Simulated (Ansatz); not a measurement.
Si18C17 (cell with a defect)

Input

```
crystal:
  lattice:
    - [0.0, 5.3553911397, 5.0742922929]
    - [-4.6379047741, -2.6776955698, 5.0742922929]
    - [4.6379047741, -2.6776955698, 5.0742922929]
  atoms:
    - { symbol: Si, position: [0.3842216439, 0.7175542706, 0.3839391392] }
    - { symbol: Si, position: [0.7220827913, 0.7220827913, 0.0554161246] }
    - { symbol: Si, position: [0.3887494579, 0.3887494579, 0.7220827913] }
    - { symbol: Si, position: [0.3887494579, 0.0554161246, 0.0554161246] }
    - { symbol: Si, position: [0.7220827913, 0.3887494579, 0.3887494579] }
    - { symbol: Si, position: [0.0554161246, 0.7220827913, 0.7220827913] }
    - { symbol: Si, position: [0.0554161246, 0.3887494579, 0.0554161246] }
    - { symbol: Si, position: [0.7220827913, 0.0554161246, 0.7220827913] }
    - { symbol: Si, position: [0.0554161246, 0.0554161246, 0.3887494579] }
    - { symbol: Si, position: [0.4449150455, 0.796095969, 0.7743618871] }
    - { symbol: Si, position: [0.7767487467, 0.7742149559, 0.4453462757] }
    - { symbol: Si, position: [0.4443050135, 0.4443050135, 0.1109716802] }
    - { symbol: Si, position: [0.443956608, 0.1078563657, 0.4385838831] }
    - { symbol: Si, position: [0.7776383468, 0.4443050135, 0.7776383468] }
    - { symbol: Si, position: [0.1109716802, 0.7776383468, 0.1109716802] }
    - { symbol: Si, position: [0.1109716802, 0.4443050135, 0.4443050135] }
    - { symbol: Si, position: [0.7776383468, 0.1109716802, 0.1109716802] }
    - { symbol: Si, position: [0.1109716802, 0.1109716802, 0.7776383468] }
    - { symbol: C, position: [0.8473616532, 0.8473616532, 0.1806949865] }
    - { symbol: C, position: [0.5140283198, 0.5140283198, 0.8473616532] }
    - { symbol: C, position: [0.5140283198, 0.1806949865, 0.1806949865] }
    - { symbol: C, position: [0.8473616532, 0.5140283198, 0.5140283198] }
    - { symbol: C, position: [0.1806949865, 0.8473616532, 0.8473616532] }
    - { symbol: C, position: [0.1806949865, 0.5140283198, 0.1806949865] }
    - { symbol: C, position: [0.8473616532, 0.1806949865, 0.8473616532] }
    - { symbol: C, position: [0.1806949865, 0.1806949865, 0.5140283198] }
    - { symbol: C, position: [0.2362505421, 0.5695838754, 0.5695838754] }
    - { symbol: C, position: [0.5695838754, 0.5695838754, 0.2362505421] }
    - { symbol: C, position: [0.2362505421, 0.2362505421, 0.9029172087] }
    - { symbol: C, position: [0.2362505421, 0.9029172087, 0.2362505421] }
    - { symbol: C, position: [0.5695838754, 0.2362505421, 0.5695838754] }
    - { symbol: C, position: [0.9029172087, 0.5695838754, 0.9029172087] }
    - { symbol: C, position: [0.9029172087, 0.2362505421, 0.2362505421] }
    - { symbol: C, position: [0.5695838754, 0.9029172087, 0.9029172087] }
    - { symbol: C, position: [0.9029172087, 0.9029172087, 0.5695838754] }
  host:
    lattice:
      - [3.0919365161, 0.0, 0.0]
      - [-1.545968258, 2.6776955698, 0.0]
      - [0.0, 0.0, 5.0742922929]
    atoms:
      - { symbol: Si, position: [0.3333333333, 0.6666666667, 0.4995817072] }
      - { symbol: Si, position: [0.6666666667, 0.3333333333, 0.9995817072] }
      - { symbol: C, position: [0.3333333333, 0.6666666667, 0.8754182928] }
      - { symbol: C, position: [0.6666666667, 0.3333333333, 0.3754182928] }
basis:
  ecutwfc: 420
  xc_grid: 2
kpoints:
  mp_grid: { grid: [2, 2, 2], shift: [0.5, 0.5, 0.5] }
hamiltonian:
  xc: pbe
scf:
  occupations: { method: gaussian, width: 0.01 }
output:
  forces: true
  stress: false
  eigenvalues: true
  charged_corrections:
    defect_position: [0.51402832, 0.84736165, 0.51402832]
    epsilon: [[10.2148, 0.0, 0.0], [0.0, 10.2148, 0.0], [0.0, 0.0, 11.3838]]
  write_density: true
  write_potential: true
  elf: true
  volumetric_format: npy
relax:
  adjacent_minimum: "off"
  f_tol: 0.025
  max_steps: 45
```

Command:

```sh
ansatz run input.yaml --threads 4 --pin off --max-ram 10240MiB --backend cpu --events-out ev --progress --plain --runs-dir out
```

The fields are those of the run's last geometry, not of the input's.

Theory: Ansatz 0.2.0, DFT PBE, scalar-relativistic, plane waves, PAW.

In a PAW calculation such maps are meaningful between the atoms, not at the nuclei.

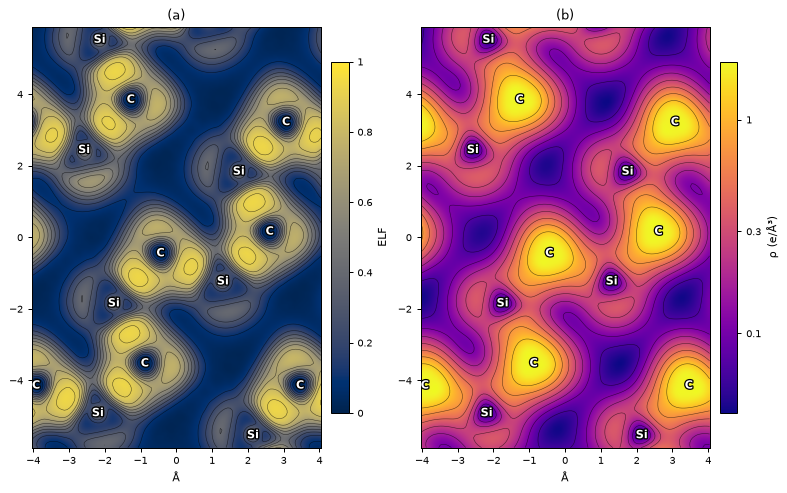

Figure 1. (a) ELF; (b) valence pseudo-density on the (101̄) plane of the calculation cell.

Question: What do the fields say about this system?

Answer: Atoms in the plane: Si and C. Si–C (1.91 Å): ρ at the midpoint is about 0.86 e/Å³; the ELF peaks at about 0.95 between the atoms (a covalent bond). Between the atoms the lowest density in this plane is 0.04 e/Å³.

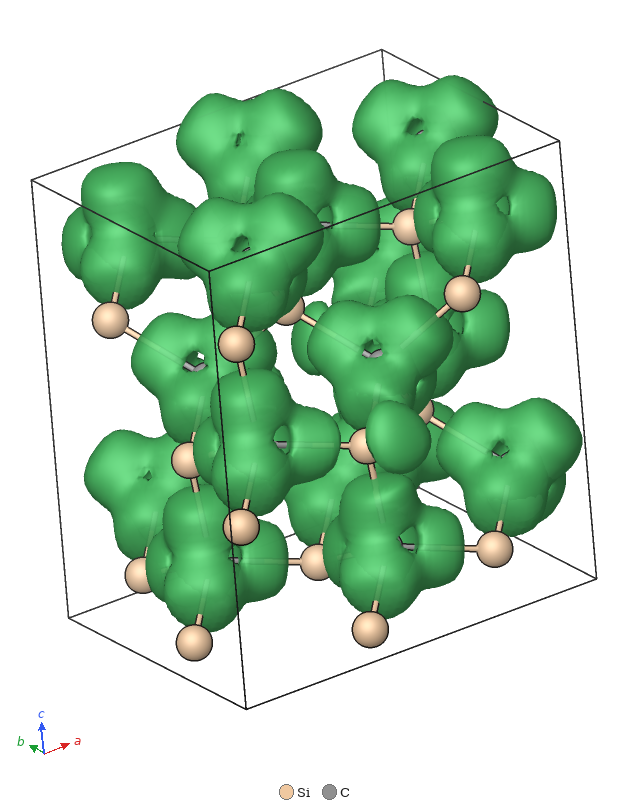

Figure 2. Isosurface of the ELF at 0.7 (green), seen slightly off an axis. Core shells and regions of very low density are left out. Sticks mark near contacts.

Question: Identify the bonds, lone pairs and shells in this picture.

Answer: At this value the surface marks out 17 regions on C in which the atom's valence shell and bonds are merged and four lobes on Si, pointing away from the bonds (lone pairs), counted in one cell of 35 atoms. Any copies at cell faces, edges or corners count once. Profiles from the grid: Si–C (1.89 Å): the ELF peaks at about 0.95 between the atoms, as expected for localised, covalent bonding.

Question: Metal or insulator at this level of theory?

Answer: It is gapped, with a Kohn–Sham gap of 0.39 eV on the k-point mesh (the band edges may lie off the mesh, which would make the gap smaller).
